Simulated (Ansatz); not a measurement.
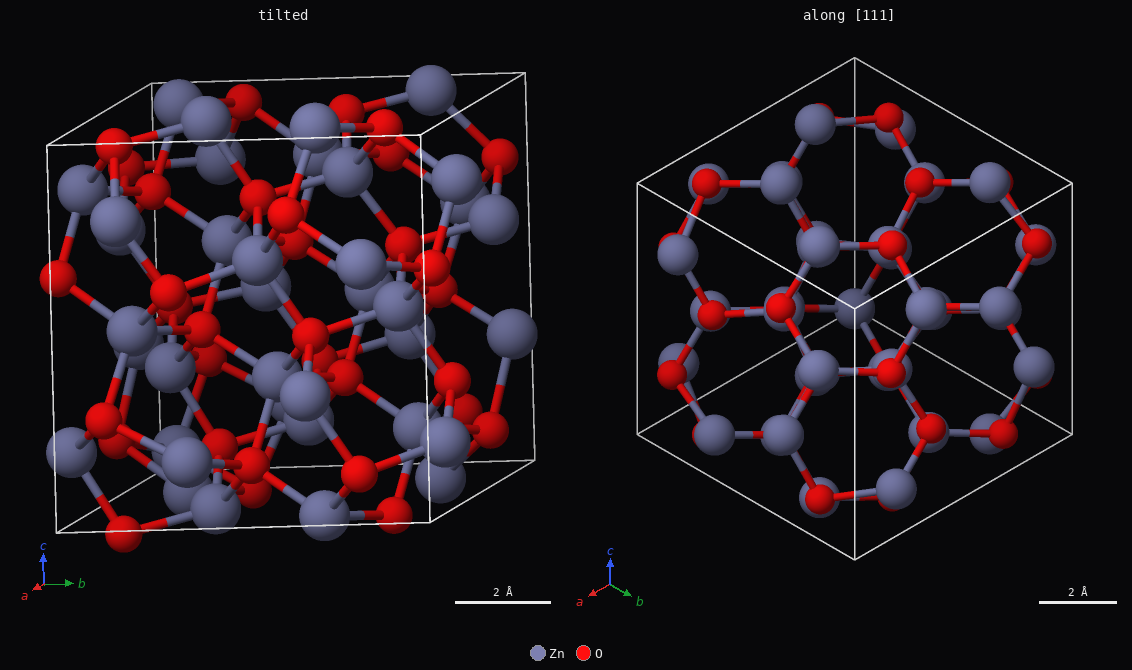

Ball-and-stick drawing of the structure, looking slightly off an axis and along [111]. The frame is the simulation cell; atoms at its boundary are shown with their periodic copies. Cell: a = 8.428 Å, b = 8.428 Å, c = 8.428 Å, α = 84.74°, β = 84.74°, γ = 84.74°.

Write a short crystallographic description.

The formula is Zn$_{25}$O$_{24}$. Symmetry: R3 (No. 146), rhombohedral (trigonal R) lattice. It has 49 atoms to the cell (25 Zn, 24 O). The coordination, counted out to bonding distance, is Zn 4 to 6 (mean 4.1) and O 4 to 5 (mean 4.2). Not all metal-metal contacts are counted.

The structure comes from a structure listed in the Materials Project, repeated into a supercell with a point defect put in. The atoms were relaxed in a fixed cell with DFT PBE, scalar-relativistic, plane waves, PAW (Ansatz 0.2.0).
